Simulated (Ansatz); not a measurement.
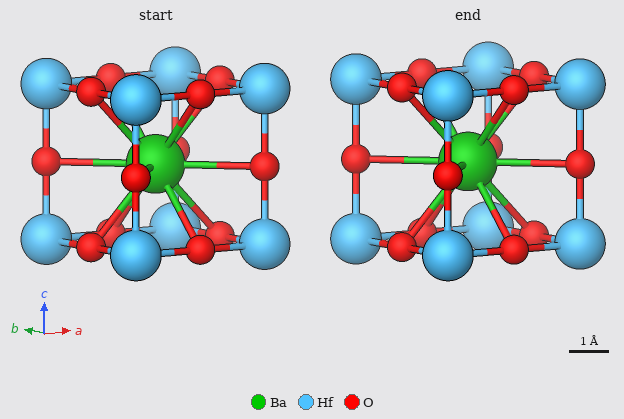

The structure of crystalline BaHfO$_{3}$ (a generated structure, set up in Pm-3m) (coarse preliminary run) before (left) and after (right) a relaxation, at one scale.

A ball-and-stick model of the cell of the calculation, seen from a free direction.

Case: Ti → Hf on all its sites, cell and atoms relaxed.

Computed with DFT PBE, scalar-relativistic, plane waves, PAW in Ansatz. Set-up: plane-wave cutoff 420 eV; k-point mesh 6 × 6 × 6; occupations gaussian; smearing width 0.1 eV; no spin polarisation; cell and atoms relaxed; force threshold 0.05 eV/Å; at most 60 steps.

### Describe what moved and what it gained.

The atoms keep their places relative to the cell (all moves are under 0.005 Å). The volume changes by +8.1 %, with a = b = c 4.098 → 4.206 Å (+2.6 %). Some distances before and after: Ba–Hf 3.549 → 3.642 Å, Ba–O 2.898 → 2.974 Å, Hf–O 2.049 → 2.103 Å. The space group stays Pm-3m (No. 221). Over 4 accepted moves (6 points after the start) the energy falls by 46.9 meV per atom. All forces vanish by symmetry, so only the cell relaxes. Pressure: 14.42 GPa at the start and 0.04 GPa at the end. The SCF was repeated twice at an unchanged geometry on a basis and grid sized afresh for the cell, which shifted the energy by 5.4 meV per atom at most.
